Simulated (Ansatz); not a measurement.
```yaml
crystal:
  lattice:
    - [5.58600, 3.22508, 0.00000]
    - [1.86200, -3.22508, 0.00000]
    - [-1.39650, -0.80627, -10.12400]
  atoms:
    - { symbol: Pt, position: [0.93750, 0.50000, 0.25000] }
    - { symbol: Pt, position: [0.43750, 0.00000, 0.25000] }
    - { symbol: Pt, position: [0.56250, 0.00000, 0.75000] }
    - { symbol: Pt, position: [0.06250, 0.50000, 0.75000] }
    - { symbol: Se, position: [0.57292, 0.50000, 0.12500] }
    - { symbol: Se, position: [0.07292, 0.00000, 0.12500] }
    - { symbol: Se, position: [0.69792, 0.50000, 0.62500] }
    - { symbol: Se, position: [0.19792, 0.00000, 0.62500] }
    - { symbol: Se, position: [0.92708, 0.00000, 0.87500] }
    - { symbol: Se, position: [0.42708, 0.50000, 0.87500] }
    - { symbol: Se, position: [0.80208, 0.00000, 0.37500] }
    - { symbol: Se, position: [0.30208, 0.50000, 0.37500] }
```

Space group C2/m; not relaxed (largest force 0.7 eV/Å); computed pressure about 7 GPa in this cell.

These are results of DFT PBE+D3(BJ), scalar-relativistic, plane waves, PAW (Ansatz 0.2.0), not measurements.

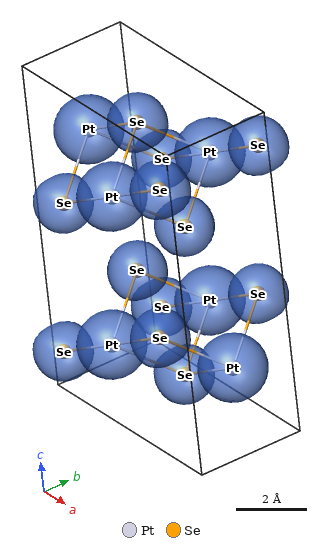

PtSe2. Isosurface of the valence charge density (pseudo) at 0.8 e/Å³ (blue), seen at an oblique angle. Sticks mark near contacts.

In a PAW calculation such maps are meaningful between the atoms, not at the nuclei.

Question: Which contacts does the surface bridge?

Answer: At this value the density breaks into separate islands; it holds about 75 % of the electrons treated as valence (semicore included). It bridges none of the near contacts. It is pinched off along the sampled Pt–Se (2.49 Å) and Se–Se (2.59 Å) contacts. On the grid the lowest density along these lines, outside the cores, is 0.59 e/Å³ (Pt–Se, 2.49 Å) and 0.43 e/Å³ (Se–Se, 2.59 Å).

Question: Metal or insulator at this level of theory?

Answer: It is metallic or semimetallic at this level of theory: no gap opens; semilocal functionals without U, or without the true magnetic order, often close the gap of such compounds.
